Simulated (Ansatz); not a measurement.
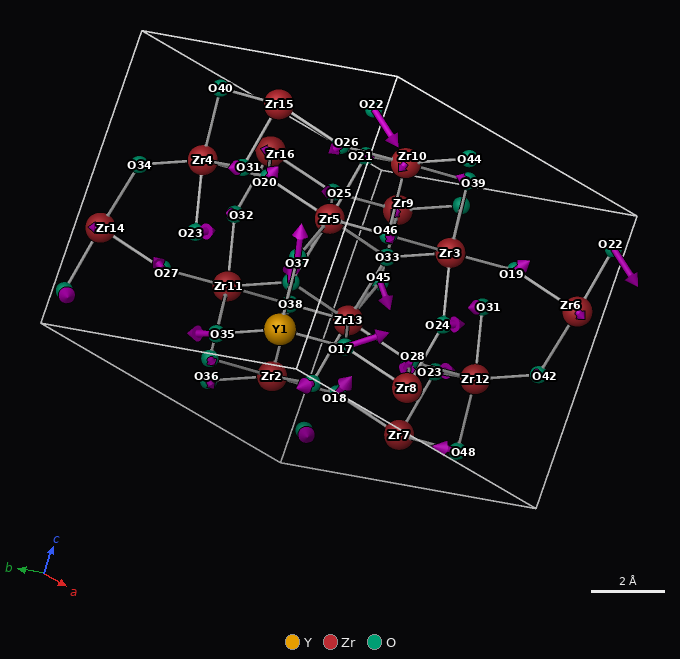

A relaxation of a defect cell of composition YZr15O32 (cell charge −1). The starting structure is drawn; purple arrows show the displacements, magnified 10 times.

The picture is a ball-and-stick view of the cell of the calculation, seen from a free direction.

Computed with Ansatz, DFT, PBE, plane-wave PAW, default files, scalar-relativistic, frozen cores. Set-up: plane-wave cutoff 420 eV; k-point mesh 3 × 4 × 3; occupations fermi dirac; smearing width 0.01 eV; no spin polarisation; potentials kind: paw, frozen_core: stored; atoms relaxed in a fixed cell; force threshold 0.02 eV/Å; at most 50 steps.

Atoms of which element are displaced furthest, and by how much?

Answer. Oxygen: up to 0.13 Å, against 0.04 Å for zirconium.

Describe the change and its energy.

Answer. After 5 geometry steps the energy has fallen by 0.920 eV per cell of the calculation. Largest force component: 2.5 eV/Å at the start, 0.0052 eV/Å at the end. The atom that moves furthest is an O atom (0.13 Å roughly along [1 0 1]). By element the largest moves are O 0.13 Å, Zr 0.04 Å, Y 0.02 Å. The cell doesn't change. Near-neighbour distances that change, for instance: O–Y 2.158 → 2.288 Å, O–Y 2.049 → 2.172 Å, O–Y 2.179 → 2.293 Å, O–Y 2.144 → 2.231 Å. Bond angles that change, for instance: Zr–O–Zr 145.0° → 151.0°, Zr–O–Zr 132.1° → 136.6°, Y–O–Zr 110.1° → 105.9°.

Limits of the set-up: the cell is charged, on a uniform background, and energies carry no finite-size correction.
